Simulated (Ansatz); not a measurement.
This input was run:

```
crystal:
  lattice:
    - [3.4993519562, 0.0, 0.0]
    - [-1.7496759781, 3.0305276908, 0.0]
    - [0.0, 0.0, 5.3057213562]
  atoms:
    - { symbol: Pt, position: [0.0, 0.0, 0.0] }
    - { symbol: S, position: [0.3333333333, 0.6666666667, 0.2367267124] }
    - { symbol: S, position: [0.6666666667, 0.3333333333, 0.7632732876] }
kpoints:
  mp_grid: { grid: [12, 12, 6] }
  band_path:
    path:
      - [0.0, 0.0, 0.0]
      - [0.5, 0.0, 0.0]
      - [0.3333333333, 0.3333333333, 0.0]
      - [0.0, 0.0, 0.5]
      - [0.5, 0.0, 0.5]
      - [0.3333333333, 0.3333333333, 0.5]
      - [0.0, 0.25, 0.3333333333]
      - [0.0, 0.179688, 0.221354]
      - [0.0, 0.272135, 0.3125]
    npoints: 1
hamiltonian:
  xc: pbe
scf:
  occupations: { method: fermi_dirac, width: 0.02 }
  n_extra_bands: 4
output:
  forces: true
  stress: true
  eigenvalues: true
  write_density: true
  write_potential: true
  elf: true
  volumetric_format: npy
```

Command:
```bash
ansatz run input.yaml --threads 4 --pin off --max-ram 4608MiB --backend cpu --events-out ev --progress --plain --runs-dir out
```

What will the density of states look like?

There is a gap; over the k points computed it is 0.85 eV (indirect; the smallest direct gap is 1.02 eV). Within the window shown, the tallest peak of the filled states lies 2.8 eV under the valence-band top, at about 5.2 states per eV and cell.

The cell is at 6 GPa in this functional. Spin-orbit coupling is left out, which matters for Pt.

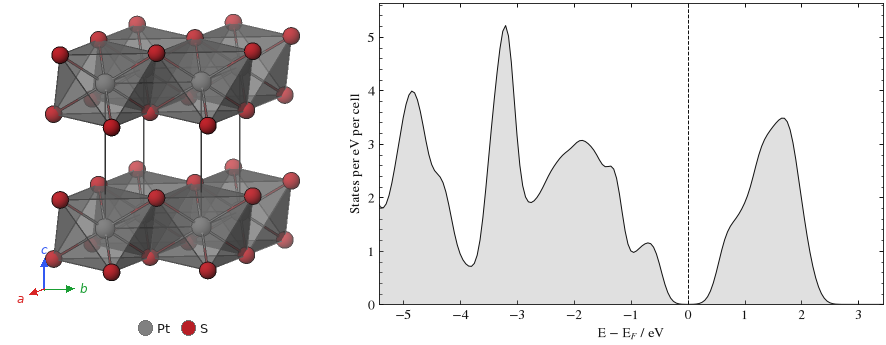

Density of states, beside the structure. Energies are counted from the Fermi level. The curve is built from the levels of the k mesh with Gaussians 0.3 eV wide, which also blur the band edges.
